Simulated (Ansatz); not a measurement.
**Dielectric response of LiH (001) films**

Wanted: ε of rocksalt LiH (001) by finite fields on slabs, and the band edges against the vacuum where run.

Calculated with Ansatz 0.2.0; plane-wave DFT, PBE, Ansatz PAW, in the first sound run; inputs show where later runs differ.

## (1) Starting point

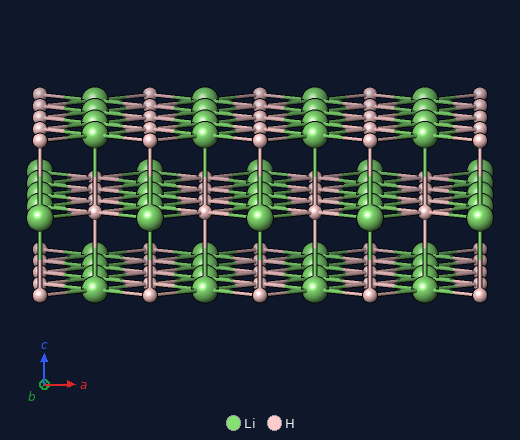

Start, viewed nearly edge on; lithium green, hydrogen pink. 4×4×1 cells are drawn. Some periodic images of atoms are drawn too.

The cell holds 6 atoms: 3 Li and 3 H. Its edges and angles: a = 2.885 Å, b = 2.885 Å, c = 22.080 Å, α = 90.0°, β = 90.0°, γ = 90.0°. It derives from LiH (rocksalt LiH). Vacuum lies along c.

As a file:

```cif
data_structure
_symmetry_space_group_name_H-M 'P 1'
_symmetry_Int_Tables_number 1
_cell_length_a 2.8850
_cell_length_b 2.8850
_cell_length_c 22.0800
_cell_angle_alpha 90.000
_cell_angle_beta 90.000
_cell_angle_gamma 90.000
_cell_volume 183.78
loop_
_atom_site_label
_atom_site_type_symbol
_atom_site_fract_x
_atom_site_fract_y
_atom_site_fract_z
_atom_site_occupancy
Li1 Li 0.50000 0.50000 0.40761 1
H2 H 0.00000 0.00000 0.40761 1
Li3 Li 0.00000 0.00000 0.50000 1
H4 H 0.50000 0.50000 0.50000 1
Li5 Li 0.50000 0.50000 0.59239 1
H6 H 0.00000 0.00000 0.59239 1
```

## (2) Relaxing the film, 6 atoms, units 3

The structure is relaxed first, because levels and dipoles at a surface follow the positions of the outer atoms.

input.yaml

```yaml
crystal:
  lattice:
    - [2.88499567, 0.0, 0.0]
    - [0.0, 2.88499567, 0.0]
    - [0.0, 0.0, 22.08]
  atoms:
    - { symbol: Li, position: [0.5, 0.5, 0.4076086957] }
    - { symbol: H, position: [0.0, 0.0, 0.4076086957] }
    - { symbol: Li, position: [0.0, 0.0, 0.5] }
    - { symbol: H, position: [0.5, 0.5, 0.5] }
    - { symbol: Li, position: [0.5, 0.5, 0.5923913043] }
    - { symbol: H, position: [0.0, 0.0, 0.5923913043] }
kpoints:
  mp_grid: { grid: [10, 10, 1] }
hamiltonian:
  xc: pbe
scf:
  occupations: { method: fixed }
  convergence: { dr2_threshold: 1.0e-09 }
efield:
  axis: 3
  dipole_correction: true
  ramp_position: 0.97
  ramp_width: 0.06
relax:
  f_tol: 0.003
  max_steps: 100
output:
  write_potential: true
  write_density: true
  volumetric_format: npy
```

Run with:

```console
ansatz run input.yaml --threads 4 --pin off --max-ram 6144MiB --backend cpu --events-out ev --progress --plain --runs-dir out
```

Numbers of over 12 decimals in the logs are rounded to 6 here.

What it wrote:

```text
Engine: ansatz 0.2.0, aarch64-unknown-linux-gnu
Pseudopotentials: kind: paw
Pseudopotential: Li, paw, valence charge 3, recommended cutoff 420 eV (normal), Li.paw.azcp
Pseudopotential: H, paw, valence charge 1, recommended cutoff 420 eV (normal), H.paw.azcp
Functional definition: PBE
  parameter kappa = 0.804
  parameter beta = 0.066725
  exchange = pbe_x(kappa = kappa, mu = beta*pi^2/3)
  correlation = pbe_c(beta = beta)
Crystal: 6 atoms, lattice volume = 183.776 Å³
Basis set: ecut = 420 eV, 3565 PW (Γ), exchange–correlation on 40×40×300 points (8 copies of the dense FFT grid, shifted against one another)
Bands: 12, of which v1, the nominal top of the filled ones, is band 6 counted from 1 (5 counted from 0)
Symmetry: 8 space group operations
k-points: 21 of 100
Non-local potential: Li, projectors of the file, l = 0: 3, l = 1: 2, l = 2: 1
Non-local potential: H, projectors of the file, l = 0: 2, l = 1: 1
PAW form: soft (Blöchl's): semilocal exchange-correlation on the pseudo side does not see the compensation charge
PAW one-centre angular grid: Li, 110 points (default); XC on 64 Gauss nodes
PAW one-centre angular grid: H, 110 points (default); XC on 64 Gauss nodes
Initial density: superposition of atomic densities (neutral atoms: chi_scale 0, normalization atom), corrected by the library's trained network
Initial wavefunctions: pseudopotential atomic-orbital guess
Functional: x = pbe(κ = 0.804, μ = 0.219515), c = pbe(β = 0.066725)
SCF iter   1: F=—  HF=-663.798444 eV  |F-HF|=—  |Δ(HF+E_count)|=         —  Δρ=9.04e-4  dr2=7.48e-3  ethr=1.77e-3  p=0.000 e·Å  D=2.27e-14 V/Å  ΔV_dip=-0.00 eV  dr2_dipole=5.59e-10  V_vac-E_F(+/−)=4.07/4.07 eV  ⟨swp⟩=4.5  Hψ=1324  notcnv=0  defer=73
efield: sawtooth ramp at fractional position 0.9700 (set: `efield.ramp_position`, or a place that a band, a saddle search or an elastic batch's reference lends), width 0.0600; the density the first Hamiltonian is built on has a dipole p = 0.000 e·Å; the dipole correction subtracts the counter field D = 2.27e-14 V/Å, which shifts the + side's vacuum level by -0.00 eV against the − side's; the planar-averaged density in the ramp window peaks in size at 8.4e-6 e/Å³
preconditioner: auto → none  [insulator: Δε(μ)=2.166 eV  Ē_g=7.935 eV  n_scr=12 (ndim 8)  ℏωp=6.7 eV  f_vac=0.642  ε∞_Penn≈1.7]
SCF iter   2: F=—  HF=-663.797998 eV  |F-HF|=—  |Δ(HF+E_count)|=   4.46e-4  Δρ=3.81e-4  dr2=7.70e-4  ethr=6.24e-5  p=-0.000 e·Å  D=-1.66e-5 V/Å  ΔV_dip=0.00 eV  dr2_dipole=1.95e-9  V_vac-E_F(+/−)=4.06/4.06 eV  ⟨swp⟩=2.3  Hψ=502  notcnv=0  defer=84  κ⁻¹=1.0e0(r=1)
density mixer auto → broyden: gapped, with few screened modes (density of states about μ 0.01 of a free-electron gas's, 12 screened modes)
SCF iter   3: F=—  HF=-663.798215 eV  |F-HF|=—  |Δ(HF+E_count)|=   2.17e-4  Δρ=1.94e-4  dr2=1.61e-4  ethr=6.42e-6  p=0.000 e·Å  D=1.06e-5 V/Å  ΔV_dip=-0.00 eV  dr2_dipole=6.13e-10  V_vac-E_F(+/−)=3.98/3.98 eV  ⟨swp⟩=2.5  Hψ=299  notcnv=0  defer=84  κ⁻¹=2.2e-2(r=2)
SCF iter   4: F=—  HF=-663.798418 eV  |F-HF|=—  |Δ(HF+E_count)|=   2.03e-4  Δρ=2.73e-5  dr2=1.71e-6  ethr=1.34e-6  p=-0.000 e·Å  D=-1.66e-5 V/Å  ΔV_dip=0.00 eV  dr2_dipole=1.83e-9  V_vac-E_F(+/−)=3.92/3.92 eV  ⟨swp⟩=2.5  Hψ=320  notcnv=0  defer=84  κ⁻¹=2.9e-4(r=3)
SCF iter   5: F=—  HF=-663.798420 eV  |F-HF|=—  |Δ(HF+E_count)|=   1.58e-6  Δρ=8.35e-6  dr2=1.27e-7  ethr=1.42e-8  p=0.000 e·Å  D=2.85e-5 V/Å  ΔV_dip=-0.00 eV  dr2_dipole=5.37e-9  V_vac-E_F(+/−)=3.92/3.92 eV  ⟨swp⟩=2.0  Hψ=311  notcnv=0  defer=71  κ⁻¹=3.1e-5(r=4)
SCF iter   6: F=—  HF=-663.798420 eV  |F-HF|=—  |Δ(HF+E_count)|=   1.00e-7  Δρ=2.04e-6  dr2=1.85e-8  ethr=1.06e-9  p=-0.000 e·Å  D=-2.88e-5 V/Å  ΔV_dip=0.00 eV  dr2_dipole=5.44e-9  V_vac-E_F(+/−)=3.92/3.92 eV  ⟨swp⟩=2.0  Hψ=273  notcnv=0  defer=72  κ⁻¹=1.1e-5(r=5)
SCF iter   7: F=-663.798420 eV  HF=-663.798420 eV  |F-HF|=7.61e-10  |Δ(HF+E_count)|=  3.39e-10  Δρ=7.03e-7  dr2=7.16e-10  ethr=8.33e-12  p=0.000 e·Å  D=2.08e-6 V/Å  ΔV_dip=-0.00 eV  dr2_dipole=2.86e-11  V_vac-E_F(+/−)=3.92/3.92 eV  ⟨swp⟩=6.0  Hψ=1072  notcnv=0
SCF 1 converged in 7 iterations: F = -663.798420 eV  dr2 = 7.16e-10
  greatest PAW one-centre occupation: 1.000 electrons in one spin orbital (limit 2), on the Li atom at site 4 (counted from 0), in its partial waves of l = 0
relax step   1: F+E_penalty+E_count = -663.79841995 eV  Δ(F+E_penalty+E_count) = +0.000e0 eV  max|allowed force component| = 2.373e-1 eV/Å  Δτ_max = 0.0000 Å  (7 SCF iters, accepted)
Initial density: handed on by an earlier stage of this run
Initial wavefunctions: those handed on with the density
iter 1 solved again at ethr=1.29e-4 eV; its pass at ethr=3.10e-3 eV (dr2=1.55e-2 eV) is discarded
SCF iter   1: F=—  HF=-663.756837 eV  |F-HF|=—  |Δ(HF+E_count)|=         —  Δρ=2.33e-3  dr2=1.51e-2  ethr=1.29e-4  p=0.000 e·Å  D=2.08e-6 V/Å  ΔV_dip=-0.00 eV  dr2_dipole=1.33e-10  V_vac-E_F(+/−)=3.88/3.88 eV  ⟨swp⟩=1.5  Hψ=1449  notcnv=0  defer=73
efield: sawtooth ramp at fractional position 0.9700 (set: `efield.ramp_position`, or a place that a band, a saddle search or an elastic batch's reference lends), width 0.0600; the density the first Hamiltonian is built on has a dipole p = 0.000 e·Å; the dipole correction subtracts the counter field D = 2.08e-6 V/Å, which shifts the + side's vacuum level by -0.00 eV against the − side's; the planar-averaged density in the ramp window peaks in size at 4.6e-6 e/Å³
preconditioner: auto → none  [insulator: Δε(μ)=2.652 eV  Ē_g=8.361 eV  n_scr=12 (ndim 8)  ℏωp=6.7 eV  f_vac=0.666  ε∞_Penn≈1.6]
SCF iter   2: F=—  HF=-663.761905 eV  |F-HF|=—  |Δ(HF+E_count)|=   5.07e-3  Δρ=1.06e-3  dr2=3.45e-3  ethr=1.25e-4  p=-0.000 e·Å  D=-6.00e-6 V/Å  ΔV_dip=0.00 eV  dr2_dipole=4.57e-11  V_vac-E_F(+/−)=4.19/4.19 eV  ⟨swp⟩=2.7  Hψ=302  notcnv=0  defer=83  κ⁻¹=1.0e0(r=1)
density mixer auto → broyden: gapped, with few screened modes (density of states about μ 0.01 of a free-electron gas's, 12 screened modes)
SCF iter   3: F=—  HF=-663.765431 eV  |F-HF|=—  |Δ(HF+E_count)|=   3.53e-3  Δρ=1.80e-4  dr2=8.63e-5  ethr=2.88e-5  p=0.000 e·Å  D=2.60e-6 V/Å  ΔV_dip=-0.00 eV  dr2_dipole=2.03e-10  V_vac-E_F(+/−)=4.46/4.46 eV  ⟨swp⟩=2.9  Hψ=338  notcnv=0  defer=84  κ⁻¹=2.7e-2(r=2)
SCF iter   4: F=—  HF=-663.765474 eV  |F-HF|=—  |Δ(HF+E_count)|=   4.31e-5  Δρ=4.91e-5  dr2=3.83e-6  ethr=7.19e-7  p=-0.000 e·Å  D=-9.62e-6 V/Å  ΔV_dip=0.00 eV  dr2_dipole=2.28e-10  V_vac-E_F(+/−)=4.47/4.47 eV  ⟨swp⟩=2.4  Hψ=413  notcnv=0  defer=83  κ⁻¹=7.6e-3(r=3)
[...]
density mixer auto → broyden: gapped, with few screened modes (density of states about μ 0.01 of a free-electron gas's, 12 screened modes)
SCF iter   3: F=—  HF=-663.819868 eV  |F-HF|=—  |Δ(HF+E_count)|=   1.45e-5  Δρ=3.18e-4  dr2=1.82e-4  ethr=1.01e-5  p=-0.000 e·Å  D=-8.47e-7 V/Å  ΔV_dip=0.00 eV  dr2_dipole=5.84e-12  V_vac-E_F(+/−)=4.19/4.19 eV  ⟨swp⟩=2.2  Hψ=302  notcnv=0  defer=84  κ⁻¹=4.1e-2(r=2)
SCF iter   4: F=—  HF=-663.819959 eV  |F-HF|=—  |Δ(HF+E_count)|=   9.15e-5  Δρ=9.02e-5  dr2=1.34e-5  ethr=1.51e-6  p=-0.000 e·Å  D=-3.06e-6 V/Å  ΔV_dip=0.00 eV  dr2_dipole=1.07e-11  V_vac-E_F(+/−)=4.13/4.13 eV  ⟨swp⟩=2.0  Hψ=296  notcnv=0  defer=83  κ⁻¹=1.9e-3(r=3)
SCF iter   5: F=—  HF=-663.819969 eV  |F-HF|=—  |Δ(HF+E_count)|=   1.01e-5  Δρ=1.07e-5  dr2=9.18e-8  ethr=1.12e-7  p=0.000 e·Å  D=3.11e-7 V/Å  ΔV_dip=-0.00 eV  dr2_dipole=2.81e-11  V_vac-E_F(+/−)=4.13/4.13 eV  ⟨swp⟩=2.1  Hψ=300  notcnv=0  defer=66  κ⁻¹=3.2e-5(r=4)
SCF iter   6: F=—  HF=-663.819971 eV  |F-HF|=—  |Δ(HF+E_count)|=   1.81e-6  Δρ=3.33e-6  dr2=1.24e-8  ethr=7.65e-10  p=-0.000 e·Å  D=-4.41e-6 V/Å  ΔV_dip=0.00 eV  dr2_dipole=4.24e-11  V_vac-E_F(+/−)=4.13/4.13 eV  ⟨swp⟩=2.0  Hψ=333  notcnv=0  defer=40  κ⁻¹=1.2e-6(r=5)
SCF iter   7: F=-663.819971 eV  HF=-663.819971 eV  |F-HF|=4.33e-10  |Δ(HF+E_count)|=   1.25e-8  Δρ=3.89e-7  dr2=5.58e-10  ethr=8.33e-12  p=0.000 e·Å  D=2.57e-6 V/Å  ΔV_dip=-0.00 eV  dr2_dipole=1.18e-10  V_vac-E_F(+/−)=4.13/4.13 eV  ⟨swp⟩=5.4  Hψ=1069  notcnv=0
SCF 3 converged in 7 iterations: F = -663.819971 eV  dr2 = 5.58e-10
relax step   3: F+E_penalty+E_count = -663.81997094 eV  Δ(F+E_penalty+E_count) = -2.155e-2 eV  max|allowed force component| = 4.179e-2 eV/Å  Δτ_max = 0.0869 Å  (7 SCF iters, accepted)
SCF iter   1: F=—  HF=-663.823102 eV  |F-HF|=—  |Δ(HF+E_count)|=         —  Δρ=1.37e-3  dr2=6.45e-3  ethr=8.88e-5  p=0.000 e·Å  D=2.57e-6 V/Å  ΔV_dip=-0.00 eV  dr2_dipole=2.57e-10  V_vac-E_F(+/−)=4.15/4.15 eV  ⟨swp⟩=3.1  Hψ=744  notcnv=0  defer=83
efield: sawtooth ramp at fractional position 0.9700 (set: `efield.ramp_position`, or a place that a band, a saddle search or an elastic batch's reference lends), width 0.0600; the density the first Hamiltonian is built on has a dipole p = 0.000 e·Å; the dipole correction subtracts the counter field D = 2.57e-6 V/Å, which shifts the + side's vacuum level by -0.00 eV against the − side's; the planar-averaged density in the ramp window peaks in size at 8.2e-7 e/Å³
preconditioner: auto → none  [insulator: Δε(μ)=2.468 eV  Ē_g=8.226 eV  n_scr=12 (ndim 8)  ℏωp=6.7 eV  f_vac=0.651  ε∞_Penn≈1.7]
SCF iter   2: F=—  HF=-663.821512 eV  |F-HF|=—  |Δ(HF+E_count)|=   1.59e-3  Δρ=3.82e-4  dr2=4.75e-4  ethr=5.38e-5  p=-0.000 e·Å  D=-8.68e-6 V/Å  ΔV_dip=0.00 eV  dr2_dipole=1.32e-10  V_vac-E_F(+/−)=4.06/4.06 eV  ⟨swp⟩=2.1  Hψ=477  notcnv=0  defer=84  κ⁻¹=1.0e0(r=1)
density mixer auto → broyden: gapped, with few screened modes (density of states about μ 0.01 of a free-electron gas's, 12 screened modes)
SCF iter   3: F=—  HF=-663.821395 eV  |F-HF|=—  |Δ(HF+E_count)|=   1.17e-4  Δρ=2.51e-4  dr2=8.18e-5  ethr=3.96e-6  p=-0.000 e·Å  D=-1.62e-6 V/Å  ΔV_dip=0.00 eV  dr2_dipole=3.59e-11  V_vac-E_F(+/−)=4.10/4.10 eV  ⟨swp⟩=2.0  Hψ=306  notcnv=0  defer=84  κ⁻¹=1.4e-2(r=2)
SCF iter   4: F=—  HF=-663.821392 eV  |F-HF|=—  |Δ(HF+E_count)|=   3.46e-6  Δρ=2.29e-5  dr2=7.88e-7  ethr=6.82e-7  p=-0.000 e·Å  D=-7.96e-6 V/Å  ΔV_dip=0.00 eV  dr2_dipole=9.41e-11  V_vac-E_F(+/−)=4.12/4.12 eV  ⟨swp⟩=1.5  Hψ=244  notcnv=0  defer=71  κ⁻¹=5.2e-4(r=3)
SCF iter   5: F=—  HF=-663.821392 eV  |F-HF|=—  |Δ(HF+E_count)|=   8.07e-7  Δρ=3.31e-6  dr2=1.48e-8  ethr=6.57e-9  p=0.000 e·Å  D=8.14e-7 V/Å  ΔV_dip=-0.00 eV  dr2_dipole=1.42e-10  V_vac-E_F(+/−)=4.12/4.12 eV  ⟨swp⟩=2.0  Hψ=300  notcnv=0  defer=55  κ⁻¹=5.0e-6(r=4)
SCF iter   6: F=—  HF=-663.821392 eV  |F-HF|=—  |Δ(HF+E_count)|=   1.69e-8  Δρ=1.19e-6  dr2=1.63e-9  ethr=8.33e-12  p=-0.000 e·Å  D=-1.00e-5 V/Å  ΔV_dip=0.00 eV  dr2_dipole=2.23e-10  V_vac-E_F(+/−)=4.12/4.12 eV  ⟨swp⟩=7.6  Hψ=995  notcnv=0  κ⁻¹=6.7e-7(r=5)
SCF iter   7: F=-663.821392 eV  HF=-663.821392 eV  |F-HF|=4.81e-10  |Δ(HF+E_count)|=   2.13e-9  Δρ=5.74e-7  dr2=3.27e-10  ethr=8.33e-12  p=-0.000 e·Å  D=-1.46e-6 V/Å  ΔV_dip=0.00 eV  dr2_dipole=4.12e-11  V_vac-E_F(+/−)=4.12/4.12 eV  ⟨swp⟩=6.8  Hψ=924  notcnv=0
SCF 4 converged in 7 iterations: F = -663.821392 eV  dr2 = 3.27e-10
relax step   4: F+E_penalty+E_count = -663.82139238 eV  Δ(F+E_penalty+E_count) = -1.421e-3 eV  max|allowed force component| = 2.444e-3 eV/Å  Δτ_max = 0.0260 Å  (7 SCF iters, accepted)
NSCF: frozen V_eff on 21 k-points
the band table was solved once a step of the walk had ended and its energy, with any forces and stress, was formed, with the checks that follow a solve (2600 applications of the Hamiltonian). They found nothing against the state; the energy, forces and stress were not computed again (output.eigenvalues in the input reference)
SCF converged after 7 iterations
Stability not checked: this state was not tested for a lower state beside it, because the mixer in use, unlike msr1, does not test its closes by its own steps (another_mixer; see scf.mixing.algorithm and scf.lower_state_search)
Free energy (F): -663.821392 eV
Harris-Foulkes:  -663.821392 eV  (|F-HF|=4.81e-10)
Internal energy: -663.821392 eV  (E = F + TS)
E sigma→0 (E₀):  -663.821392 eV
Fermi energy:    -2.731628 eV
Dipole field:    D = -0.000010 V/Å  (p = -0.000011 e·Å, saw-weighted, corrected)
Work function:   Φ+ = 4.1195 eV   Φ− = 4.1192 eV
Levels:          The Fermi level and band energies are counted from a zero that moves with the ramp; work functions are not
--- Per-component energies (eV) ---
  E_band       = -316.060795
  E_kinetic    = 105.986873
  E_local      = -3566.177601  (includes V_loc(G=0)·N_el)
  E_nonlocal   = -95.393555
  E_hartree    = 1678.273629
  E_xc         = -59.694677
  E_vxc        = -76.979839  (∫ρ·V_xc dr)
  E_paw        = -64.568342  (= ΣΔE_a)
  E_vpaw       = -40.040762  (= ΣTr[D̂ρ^β])
  E_aug_tail   = -0.003213  (compensation charges beyond the density's cutoff)
  E_efield     = 0.000000  (sawtooth field / dipole correction)
  E_vefield    = -0.000000  (∫n·V_field dr)
  E_ewald      = 1337.755495
  E_smearing   = -0.000000  (= −TS)
  E_closure    = -0.000000  (closes the sum)
  Σ components = -663.821392   (vs F -663.821392, Δ=0.00e0)
--- Forces (eV/Å), atoms counted from 1 ---
  atom   1  Li     0.00000000    -0.00000000     0.00244532
  atom   2  H      0.00000000     0.00000000     0.00187397
  atom   3  Li     0.00000000     0.00000000     0.00002146
  atom   4  H     -0.00000000     0.00000000    -0.00001435
  atom   5  Li    -0.00000000     0.00000000    -0.00242328
  atom   6  H     -0.00000000    -0.00000000    -0.00189293
  max |Σ_I F_I| component: 1.02e-5 eV/Å
--- Band table (eV; the first three rows and the last of 21) ---
  k-point 0: bands = [... 2 lower, -47.3047, -7.9369, -6.4663, -4.5587, -0.3138, 0.7064, 1.6429, 1.7722, ... 2 higher]
  k-point 1: bands = [... 2 lower, -47.3036, -7.8263, -6.3719, -4.5113, -0.1366, 0.8376, 1.8080, 1.9507, ... 2 higher]
  k-point 2: bands = [... 2 lower, -47.3008, -7.4997, -6.1056, -4.4225, 0.3930, 1.1690, 2.2898, 2.4824, ... 2 higher]
  k-point 20: bands = [... 2 lower, -47.2814, -3.3828, -2.8638, -2.7316, 0.3727, 0.3727, 2.3034, 2.3034, ... 2 higher]
--- Relaxed structure (4 steps of the walk, 3 accepted, 0 SCFs on fresh bases) ---
  F+E_penalty+E_count = -663.82139238 eV   max|allowed force component| = 2.444e-3 eV/Å
  atoms:
    - { symbol: Li, position: [0.500000, 0.500000, 0.412381] }
    - { symbol: H, position: [3.1746316416762374e-18, 0, 0.409744] }
    - { symbol: Li, position: [0, 0, 0.500000] }
    - { symbol: H, position: [0.500000, 0.500000, 0.500000] }
    - { symbol: Li, position: [0.500000, 0.500000, 0.587619] }
    - { symbol: H, position: [-3.174248244896499e-18, 0, 0.590257] }
```

It took 4.2 s on 4 threads of Arm Neoverse V1, shared host; peak memory 0.37 GiB; 15 s of CPU time.

Relaxation path:

```tsv
step	energy less that of the first step (eV)	largest force component (eV/Å)
1	0.0000	0.2373
2	0.0329	0.4155
3	-0.0216	0.0418
4	-0.0230	0.0024
```

Relaxation step 2 was tried and not accepted.

Forces are held to the 8 operations that the run works with; a distortion that breaks them can't arise in this run.

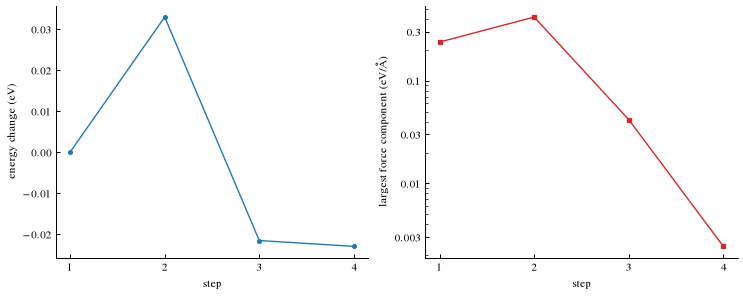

Energy and largest force along the relaxation.

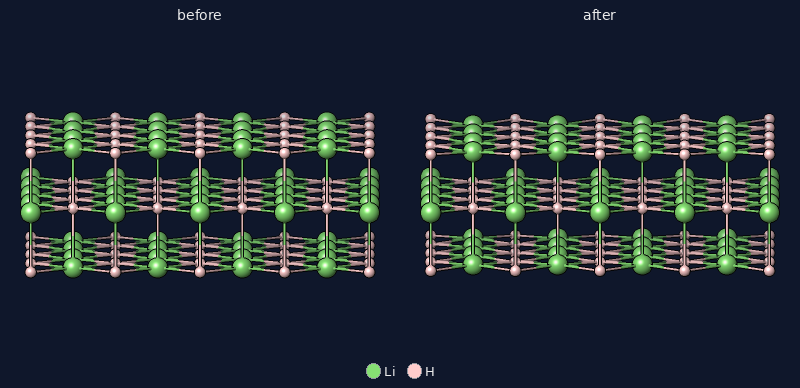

The structure before and after the relaxation, drawn at the same scale.

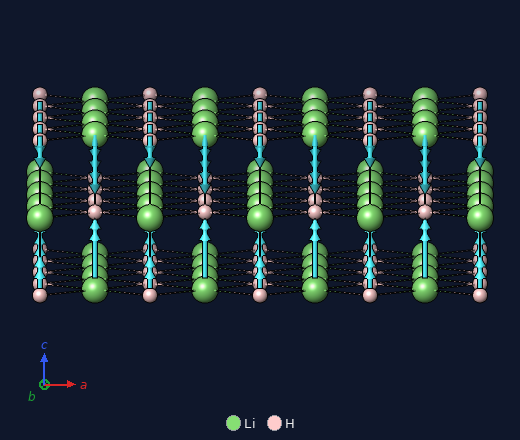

Displacements in the relaxation, exaggerated; the longest in the cell stands for 0.11 Å. 4×4×1 cells are drawn. Some periodic images of atoms are drawn too.

The atoms that moved most (Å):

```tsv
atom	dx	dy	dz	length
Li5	0.000	0.000	-0.105	0.105
Li1	0.000	0.000	0.105	0.105
H2	0.000	0.000	0.047	0.047
H6	0.000	0.000	-0.047	0.047
```

Final coordinates:

```cif
data_structure
_symmetry_space_group_name_H-M 'P 1'
_symmetry_Int_Tables_number 1
_cell_length_a 2.8850
_cell_length_b 2.8850
_cell_length_c 22.0800
_cell_angle_alpha 90.000
_cell_angle_beta 90.000
_cell_angle_gamma 90.000
_cell_volume 183.78
loop_
_atom_site_label
_atom_site_type_symbol
_atom_site_fract_x
_atom_site_fract_y
_atom_site_fract_z
_atom_site_occupancy
Li1 Li 0.50000 0.50000 0.41238 1
H2 H 0.00000 0.00000 0.40974 1
Li3 Li 0.00000 0.00000 0.50000 1
H4 H 0.50000 0.50000 0.50000 1
Li5 Li 0.50000 0.50000 0.58762 1
H6 H 0.00000 0.00000 0.59026 1
```

This step gave:

* gap on the k-mesh: 2.418 eV
* dipole along the normal: -1.06e-5 e·Å
* ionisation energy, upper face: 4.120 eV
* electron affinity, upper face: 1.702 eV

Running mean over 2.04 Å of the planar mean; the ramp of the sawtooth is left out. Electron's electrostatic potential energy less the highest filled level against z:

```tsv
z (Å)	electron's electrostatic potential energy less the highest filled level (eV)
4	4.12
6	4.11
8	1.98
10	-0.913
12	-0.914
14	1.62
16	4.11
18	4.12
```

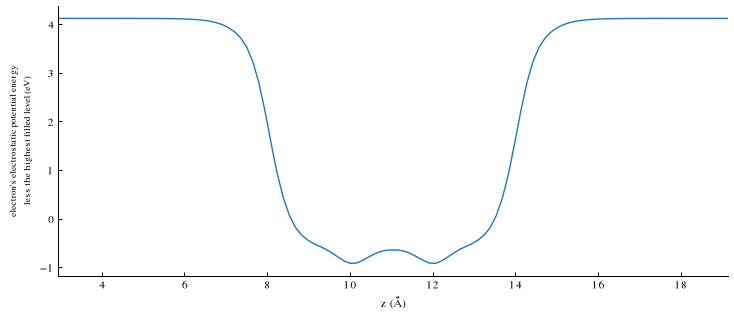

Electron's electrostatic potential energy less the highest filled level, plotted against z.

The relaxation took 4 steps and lowered the energy by 0.023 eV; the largest force on the free atoms ends at 0.0024 eV/Å.

The gap is 2.42 eV, with the valence edge 4.12 eV and the conduction edge 1.70 eV under the upper vacuum level.

[end of part 1 of 5]

[Logs are printed without paths, hosts, clocks, repeated set-up lines and the standing remarks that a program may print on its own settings, such as how far it seeks lower states.]

[Hosts, paths, dates, database ids (printed as entryN), source tags and the programs' standing remarks are cut or masked in the printed files.]

[Maps of the electrostatic potential energy from Ansatz leave out the sawtooth potential of an applied field or a dipole correction, so their vacuum need not be flat; planar profiles and work functions include it.]
